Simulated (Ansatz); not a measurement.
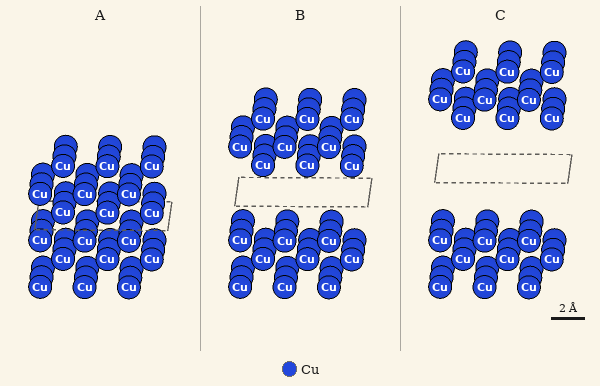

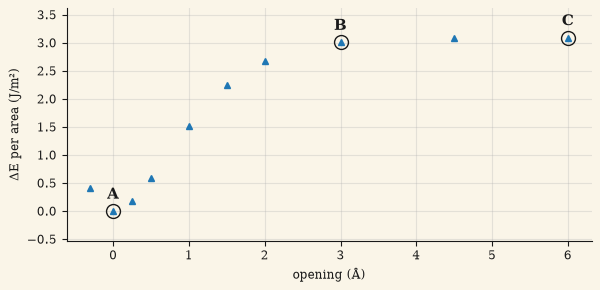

Energy scan for solid Cu (I4/mmm), in which the crystal is pulled apart rigidly along the normal of the (0 1 0) plane of the conventional cell, at a cut between a plane of Cu below and one of Cu above, 1.48 Å apart. One cut stands in each cell, which starts 11.8 Å high; nothing is relaxed, and the dashed outline marks the cut. The lettered frames are marked on the plot. Style: spheres-only. Shown: the layers on both sides of the cut, from the side, nearly along the cut plane.

All numbers below come from DFT PBE, scalar-relativistic, plane waves, PAW (Ansatz). (plane-wave cutoff 420 eV; k-point mesh 21 × 20 × 5; occupations gaussian; smearing width 0.15 eV; no spin polarisation). Energies (free energies at the smearing named) are counted from the relaxed crystal.

Question: What does the scan show?

Answer: At the widest opening, 6.00 Å, the energy has risen by 3.091 J/m², where the curve has levelled off: this is the ideal work of separation, the sum of the two unrelaxed surface energies of a slab 11.8 Å thick. The steepest rise lies between 0.50 Å and 1.00 Å, with a mean traction of about 19 GPa. Pressing the cut together by 0.30 Å costs 0.414 J/m².

The computed points:

```tsv
opening (Å)	ΔE per area (J/m²)
−0.30	0.414
0.00	0.000
0.25	0.182
0.50	0.588
1.00	1.523
1.50	2.241
2.00	2.672
3.00	3.009
4.50	3.084
6.00	3.091
```
